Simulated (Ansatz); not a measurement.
## Ge: a failed or faulty run and its cure

System: Ge (Ia-3, 8 atoms in the cell).
Method of run A: DFT, LDA, plane waves, PAW, PAW set soft_1, no spin polarisation (Ansatz 0.2.0).

The structure derives from a Materials Project entry. The run did not end well. Text and figures count atoms from 1; the logs count them from 0 in places.

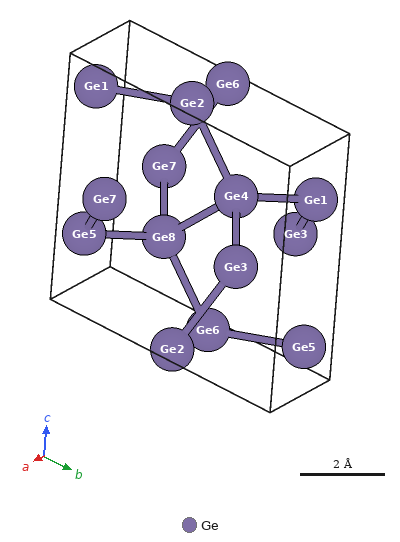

Fig. 1: The structure as given in the input (ball-and-stick view of the cell of the calculation, seen slightly off an axis; atoms are numbered from 1 in the order of the input).

**The input, run A**
```yaml
crystal:
  lattice:
    - [-3.48417028, 3.48417028, 3.48417028]
    - [3.48417028, -3.48417028, 3.48417028]
    - [3.48417028, 3.48417028, -3.48417028]
  atoms:
    - { symbol: Ge, position: [0.5, 0.0, 0.79889908] }
    - { symbol: Ge, position: [0.79889908, 0.5, 0.0] }
    - { symbol: Ge, position: [0.0, 0.79889908, 0.5] }
    - { symbol: Ge, position: [0.70110092, 0.70110092, 0.70110092] }
    - { symbol: Ge, position: [0.5, 0.0, 0.20110092] }
    - { symbol: Ge, position: [0.20110092, 0.5, 0.0] }
    - { symbol: Ge, position: [0.0, 0.20110092, 0.5] }
    - { symbol: Ge, position: [0.29889908, 0.29889908, 0.29889908] }
basis:
  ecutwfc: "14.7 Ry"
kpoints:
  mp_grid: { grid: [4, 4, 4] }
hamiltonian:
  xc: lda
  pseudopotentials: { kind: paw, azcp: { folder: soft_1 } }
scf:
  occupations: { method: gaussian, width: 0.1 }
output:
  forces: true
  eigenvalues: true
  stress: true
relax:
  adjacent_minimum: "off"
  f_tol: 0.005
  max_steps: 80
  cell: { stress_tol: 0.05 }
```

Launched with:
```bash
ansatz run input.yaml --threads 4 --pin off --max-ram 8192MiB --backend cpu --events-out ev --progress --plain --runs-dir out
```

Hardware: 4 threads of Arm Neoverse V1, 24 GiB of memory available, shared host.

**Output, shortened to warnings, some set-up lines, iterations and results (run A)**
```
Warning: basis.ecutwfc = 200.00368890801178 eV is below the records' recommended 420 eV, and the density's cutoff is lower with it unless basis.ecutrho_ratio is high enough to keep the records' density cutoff: compare with a run at a higher cutoff
Warning: [file] the record states the generating functional pbe (its physics header spells it `PBE`), which answers neither for hamiltonian.xc's functional nor for the lda family's — results may be inconsistent (PPs are generated against a specific XC)
Error: variable-cell relaxation did not converge after 80 `relax_step` rows, as none of its last 34 fresh-basis SCF(s) at a relaxed cell met both thresholds with a finite energy. The last misses `relax.cell.stress_tol`: largest allowed force component 2.07e-4 eV/Å (`relax.f_tol` 5.00e-3 eV/Å), stress off the target on the free part of the cell 9.05e-2 GPa (`relax.cell.stress_tol` 5.00e-2 GPa), …
Basis set: ecut = 200.00368890801178 eV, 1061 PW (Γ)
Symmetry: 24 space group operations
k-points: 8 of 64
Initial density: superposition of atomic densities (chi_scale 0.1, normalization cell)
[...]
SCF iter   1: F=—  HF=-33701.565220 eV  |F-HF|=—  |Δ(HF+E_count)|=         —  Δρ=4.08e-2  dr2=1.99e0  ethr=3.10e-3  ⟨swp⟩=6.0  Hψ=2062  notcnv=0  defer=1
SCF iter   2: F=—  HF=-33693.987345 eV  |F-HF|=—  |Δ(HF+E_count)|=    7.58e0  Δρ=1.77e-2  dr2=5.41e-1  ethr=1.78e-3  ⟨swp⟩=2.5  Hψ=1139  notcnv=0  defer=49
SCF iter   3: F=—  HF=-33693.424399 eV  |F-HF|=—  |Δ(HF+E_count)|=   5.63e-1  Δρ=8.64e-3  dr2=1.12e-1  ethr=4.83e-4  ⟨swp⟩=2.0  Hψ=990  notcnv=0  defer=49
SCF iter   4: F=—  HF=-33693.378115 eV  |F-HF|=—  |Δ(HF+E_count)|=   4.63e-2  Δρ=7.69e-4  dr2=1.27e-3  ethr=1.00e-4  ⟨swp⟩=2.0  Hψ=622  notcnv=0  defer=49
SCF iter   5: F=—  HF=-33693.378211 eV  |F-HF|=—  |Δ(HF+E_count)|=   9.56e-5  Δρ=2.13e-4  dr2=3.63e-5  ethr=1.14e-6  ⟨swp⟩=2.0  Hψ=942  notcnv=0  defer=49
[... 471 lines ...]
SCF iter   1: F=—  HF=-33693.485961 eV  |F-HF|=—  |Δ(HF+E_count)|=         —  Δρ=2.57e-6  dr2=7.39e-9  ethr=1.11e-8  ⟨swp⟩=3.4  Hψ=3156  notcnv=0
SCF iter   2: F=—  HF=-33693.485957 eV  |F-HF|=—  |Δ(HF+E_count)|=   3.59e-6  Δρ=1.50e-6  dr2=2.55e-9  ethr=6.60e-12  ⟨swp⟩=2.1  Hψ=812  notcnv=0
SCF iter   3: F=-33693.485957 eV  HF=-33693.485957 eV  |F-HF|=2.91e-11  |Δ(HF+E_count)|=  9.60e-10  Δρ=1.76e-7  dr2=2.26e-11  ethr=1.00e-12  ⟨swp⟩=4.4  Hψ=1936  notcnv=0
SCF 80 converged in 3 iterations: F = -33693.485957 eV  dr2 = 2.26e-11
relax step  80: F+E_penalty+E_count = -33693.48595718 eV  Δ(F+E_penalty+E_count) = -7.130e-10 eV  max|allowed force component| = 2.075e-4 eV/Å  Δτ_max = 0.0000 Å  P = +0.090 …
basis re-selected at this cell: Δ(F+E_penalty+E_count) = -7.130e-10 eV, ΔP = +0.092 GPa vs the last step (what re-selecting the basis moved, of the pressure what is left beyond the Pulay correction that the steps carried, after the strain that the cell walked since its last selection, with what the …
Step failed. What follows is not a result of the run: it is the report of the last solve that finished, which converged after 3 SCF iterations.
Free energy (F): -33693.485957 eV
Harris-Foulkes:  -33693.485957 eV  (|F-HF|=2.91e-11)
Internal energy: -33693.473047 eV  (E = F + TS)
E sigma→0 (E₀):  -33693.479502 eV
Entropy (-TS):   -0.012910 eV (-1.614 meV/atom)
Fermi energy:    9.057880 eV
--- Per-component energies (eV) ---
  E_band       = -1393.211449
  E_kinetic    = 784.979694
  E_local      = -16905.564170  (includes V_loc(G=0)·N_el)
  E_nonlocal   = 2016.748607
  E_hartree    = 8084.443523
  E_xc         = -579.072628
  E_vxc        = -534.024513  (∫ρ·V_xc dr)
  E_paw        = -15717.807311  (= ΣΔE_a)
  E_vpaw       = -2924.375425  (= ΣTr[D̂ρ^β])
  E_aug_tail   = 0.136519  (compensation charges beyond the density's cutoff)
  E_ewald      = -11392.603893
  E_core_change = 15.266612  (= ΣΔE_core)
  E_smearing   = -0.012910  (= −TS)
  E_closure    = 0.000000  (closes the sum)
  Σ components = -33693.485957   (vs F -33693.485957, Δ=0.00e0)
--- Forces (eV/Å), atoms counted from 1 ---
  atom   1  Ge     0.00020749     0.00020749    -0.00020749
  atom   2  Ge    -0.00020749     0.00020749     0.00020749
  atom   3  Ge     0.00020749    -0.00020749     0.00020749
  atom   4  Ge    -0.00020749    -0.00020749    -0.00020749
  atom   5  Ge    -0.00020749    -0.00020749     0.00020749
  atom   6  Ge     0.00020749    -0.00020749    -0.00020749
  atom   7  Ge    -0.00020749     0.00020749    -0.00020749
  atom   8  Ge     0.00020749     0.00020749     0.00020749
  max |Σ_I F_I| component: 1.50e-17 eV/Å
--- Stress (GPa, compression-positive) ---
        0.090498       0.000000       0.000000
        0.000000       0.090498       0.000000
       -0.000000       0.000000       0.090498
  P = ⅓ Tr σ = 0.0905 GPa (0.905 kbar)
End of that report.
this run last wrote the structure of step 80 to [file]
[...]
```

**Diagnose this run and give a change of the input that cures it.**

Settings chosen away from the usual ones: basis.ecutwfc set to 14.7 Ry (from 420); kpoints.mp_grid.grid set to [4, 4, 4] (from [8, 8, 8]). The run did not converge: “variable-cell relaxation did not converge after 80 `relax_step` rows, as none of its last 34 fresh-basis SCF(s) at a relaxed cell met both thresholds with a finite energy …” Its last values are not results. Warnings of the run: the cutoff is below the recommended one; the PAW datasets were made with another functional.

A run of the same system that converges differs from this input as follows (lines with − go, lines with + come):
```diff
-  ecutwfc: "14.7 Ry"
+  ecutwfc: 420
-  mp_grid: { grid: [4, 4, 4] }
+  mp_grid: { grid: [8, 8, 8] }
```

**Output, shortened to warnings, some set-up lines, iterations and results (run B)**
```
Warning: [file] the record states the generating functional pbe (its physics header spells it `PBE`), which answers neither for hamiltonian.xc's functional nor for the lda family's — results may be inconsistent (PPs are generated against a specific XC)
Basis set: ecut = 420 eV, 3319 PW (Γ)
Symmetry: 24 space group operations
k-points: 35 of 512
Initial density: superposition of atomic densities (chi_scale 0.1, normalization cell)
[...]
SCF iter   1: F=—  HF=-33725.171442 eV  |F-HF|=—  |Δ(HF+E_count)|=         —  Δρ=3.18e-2  dr2=1.49e0  ethr=3.10e-3  ⟨swp⟩=5.8  Hψ=8428  notcnv=0  defer=7
SCF iter   2: F=—  HF=-33724.985629 eV  |F-HF|=—  |Δ(HF+E_count)|=   1.86e-1  Δρ=2.05e-2  dr2=6.75e-1  ethr=1.33e-3  ⟨swp⟩=2.0  Hψ=3012  notcnv=0  defer=160
SCF iter   3: F=—  HF=-33724.828212 eV  |F-HF|=—  |Δ(HF+E_count)|=   1.57e-1  Δρ=2.89e-3  dr2=1.98e-2  ethr=6.03e-4  ⟨swp⟩=2.1  Hψ=3040  notcnv=0  defer=160
SCF iter   4: F=—  HF=-33724.819687 eV  |F-HF|=—  |Δ(HF+E_count)|=   8.52e-3  Δρ=1.87e-3  dr2=7.53e-3  ethr=1.77e-5  ⟨swp⟩=2.0  Hψ=3727  notcnv=0  defer=160
SCF iter   5: F=—  HF=-33724.818481 eV  |F-HF|=—  |Δ(HF+E_count)|=   1.21e-3  Δρ=4.99e-4  dr2=5.17e-4  ethr=6.72e-6  ⟨swp⟩=2.0  Hψ=4179  notcnv=0  defer=160
[... 22 lines ...]
SCF iter   4: F=—  HF=-33724.878059 eV  |F-HF|=—  |Δ(HF+E_count)|=   3.00e-8  Δρ=1.32e-6  dr2=3.31e-9  ethr=6.56e-11  ⟨swp⟩=3.0  Hψ=4438  notcnv=0
SCF iter   5: F=—  HF=-33724.878059 eV  |F-HF|=—  |Δ(HF+E_count)|=   1.32e-9  Δρ=3.24e-7  dr2=2.06e-10  ethr=2.96e-12  ⟨swp⟩=2.0  Hψ=4339  notcnv=0
SCF iter   6: F=-33724.878059 eV  HF=-33724.878059 eV  |F-HF|=0.00e0  |Δ(HF+E_count)|=  4.37e-11  Δρ=8.50e-8  dr2=1.44e-11  ethr=1.00e-12  ⟨swp⟩=4.5  Hψ=7372  notcnv=0
SCF 4 converged in 6 iterations: F = -33724.878059 eV  dr2 = 1.44e-11
relax step   4: F+E_penalty+E_count = -33724.87805864 eV  Δ(F+E_penalty+E_count) = +1.507e-3 eV  max|allowed force component| = 3.887e-3 eV/Å  Δτ_max = 0.0000 Å  P = +0.024 …
basis re-selected at this cell: Δ(F+E_penalty+E_count) = +1.507e-3 eV, ΔP = -0.001 GPa vs the last step (what re-selecting the basis moved, of the pressure what is left beyond the Pulay correction that the steps carried, after the strain that the cell walked since its last selection, with what the …
SCF converged after 6 iterations
Free energy (F): -33724.878059 eV
Harris-Foulkes:  -33724.878059 eV  (|F-HF|=0.00e0)
Internal energy: -33724.872678 eV  (E = F + TS)
E sigma→0 (E₀):  -33724.875368 eV
Entropy (-TS):   -0.005381 eV (-0.673 meV/atom)
Fermi energy:    9.626859 eV
--- Per-component energies (eV) ---
  E_band       = -1092.924114
  E_kinetic    = 748.172123
  E_local      = -16806.193750  (includes V_loc(G=0)·N_el)
  E_nonlocal   = 1763.698194
  E_hartree    = 8041.270445
  E_xc         = -573.839453
  E_vxc        = -528.076637  (∫ρ·V_xc dr)
  E_paw        = -15470.939949  (= ΣΔE_a)
  E_vpaw       = -2353.065282  (= ΣTr[D̂ρ^β])
  E_aug_tail   = 0.000130  (compensation charges beyond the density's cutoff)
  E_ewald      = -11442.307030
  E_core_change = 15.266612  (= ΣΔE_core)
  E_smearing   = -0.005381  (= −TS)
  E_closure    = 0.000000  (closes the sum)
  Σ components = -33724.878059   (vs F -33724.878059, Δ=0.00e0)
--- Forces (eV/Å), atoms counted from 1 ---
  atom   1  Ge    -0.00388682    -0.00388682     0.00388682
  atom   2  Ge     0.00388682    -0.00388682    -0.00388682
  atom   3  Ge    -0.00388682     0.00388682    -0.00388682
  atom   4  Ge     0.00388682     0.00388682     0.00388682
  atom   5  Ge     0.00388682     0.00388682    -0.00388682
  atom   6  Ge    -0.00388682     0.00388682     0.00388682
  atom   7  Ge     0.00388682    -0.00388682     0.00388682
  atom   8  Ge    -0.00388682    -0.00388682    -0.00388682
  max |Σ_I F_I| component: 2.04e-17 eV/Å
--- Stress (GPa, compression-positive) ---
        0.023869       0.000000       0.000000
        0.000000       0.023869       0.000000
        0.000000      -0.000000       0.023869
  P = ⅓ Tr σ = 0.0239 GPa (0.239 kbar)
--- Relaxed structure (3 steps of the walk, 3 accepted, 1 SCFs on fresh bases) ---
[...]
```

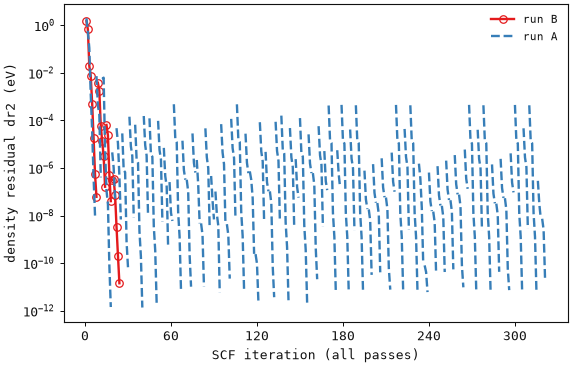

Fig. 2: Convergence of the two runs: density residual dr2 against the SCF iteration. A break in a curve parts two SCF passes. Run B takes 24 iterations in all, and run A stops after 321.

**The two runs side by side**

```csv
quantity,run A,run B
outcome,not converged,converged
free energy per atom (eV),–,−4215.6098
gap on the mesh (eV),–,0.00
pressure (GPa),–,0.02
volume per atom (Å³),–,20.31
largest force (eV/Å),–,0.007
SCF iterations,–,24
irreducible k-points,–,35
wall time (shared host),44 s,28 s
```

Notes on run B: The program warns: the PAW datasets were made with another functional.
